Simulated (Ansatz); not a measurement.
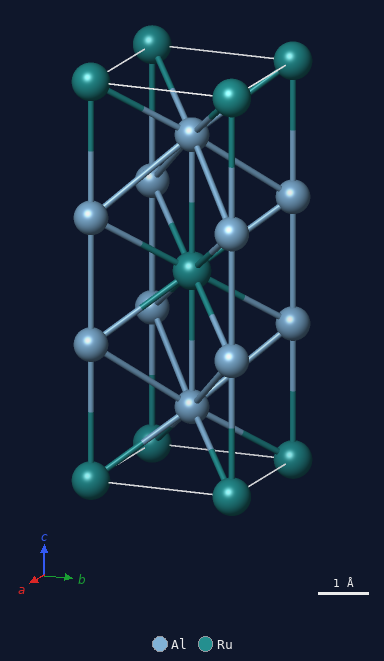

Normal modes of crystalline Al2Ru, space group I4/mmm (No. 139), at the zone centre. The picture is a ball-and-stick view of the conventional cell (2 times the calculation's cell), seen slightly off an axis. Lengths and directions refer to the drawn axes.

These are results of Ansatz, DFT PBEsol, scalar-relativistic, plane waves, PAW, not measurements. (plane-wave cutoff 420 eV; k-point mesh 18 × 18 × 18; occupations fermi dirac; smearing width 0.15 eV; no spin polarisation)

The frequencies depend somewhat on the k-mesh and the smearing.

Q: Which optical modes does it have, at what frequencies, and is it stable there?

A: The calculation's cell holds 3 atoms, so there are 6 optical modes, in 4 levels. The optical modes span A₂u + E_u + E_g + A₁g. No level is unstable.

```
level  symmetry  frequency (cm⁻¹)         activity
    1       A₂u               250  infrared-active
    2       E_u               261  infrared-active
    3       E_g               330     Raman-active
    4       A₁g               443     Raman-active
```

The crystal is a metal, so free carriers screen the infrared response.

The modes drawn as arrows (one member of each degenerate set):

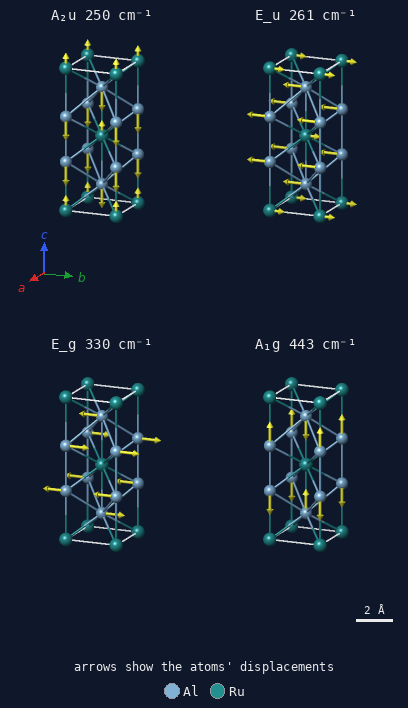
